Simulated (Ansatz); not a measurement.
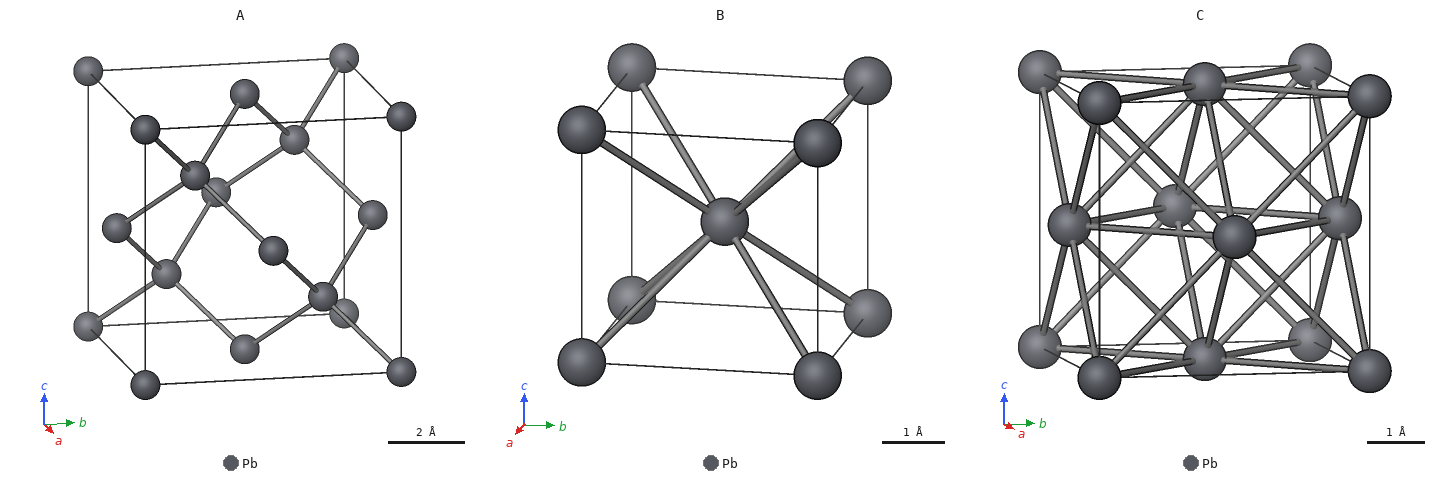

Three structures of Pb, each relaxed (cell and atoms) at zero pressure; conventional cells in solid outline, small ones repeated, each panel with its own scale. Alike in all runs: Ansatz 0.2.0; functional PBEsol; potentials all-electron LAPW, scalar-relativistic; basis error allowed 0.001 eV/atom; occupations fermi-dirac, width 0.05 eV; no spin polarisation; no spin-orbit coupling. The k meshes have like spacings.

**Give the type and space group of each panel.**

A: diamond, Fd-3m; B: body-centred cubic (W type), Im-3m; C: face-centred cubic (Cu type), Fm-3m.

**Which of these is lowest in energy, and how far above it do the others lie?**

C, then B (+70 meV/atom) and A (+344 meV/atom), static energies at zero smearing.

**Collect the results in a table.**

| panel | space group | E − E(lowest) (meV/atom) | volume (Å³/atom) |
| --- | --- | --- | --- |
| C | Fm-3m | 0 | 29.9 |
| B | Im-3m | 70 | 29.7 |
| A | Fd-3m | 344 | 41.3 |

The starts are database entries or structure types tried for this composition, and the most stable form need not be among them.

Caveat: spin-orbit coupling is left out, which matters for Pb, in volumes and forces too.
